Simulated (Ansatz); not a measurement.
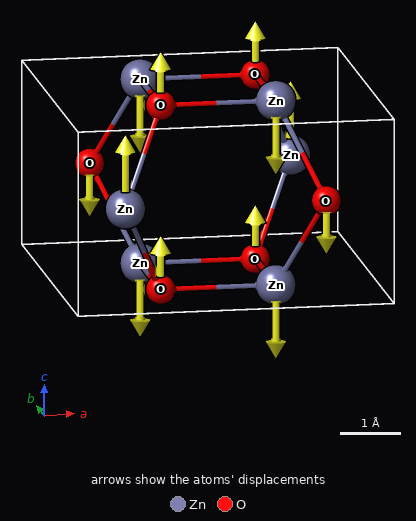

Phonons of crystalline ZnO, space group P4₂/mnm (No. 136), at the zone centre. The optical levels lie at 47, 81 (×2), 130, 163, 166, 214 (×2), 295, 296, 374 (×2), 443, 463, 492 (×2), 503 (×2), 509, 538, 595 cm⁻¹. One mode is drawn. The yellow arrows give the relative displacements of the atoms. Style: ball-and-stick. Shown: the cell of the calculation, slightly off an axis.

Theory: DFT LDA, scalar-relativistic, plane waves, PAW in Ansatz 0.2.0. (plane-wave cutoff 420 eV; k-point mesh 6 × 6 × 8; occupations fixed; no spin polarisation)

Frequencies are those without the non-analytic (LO–TO) term.

Question: To which level does it belong?

Answer: The level at 130 cm⁻¹. This is the B₁u mode, optical level 3 of 16, counted from below, silent by symmetry (neither infrared- nor Raman-active). All motion is along c; atoms of one kind move against one another, with no net shift of any sublattice; it mainly bends the O–Zn bonds; the kinetic energy is shared as Zn 89 %, O 11 %.
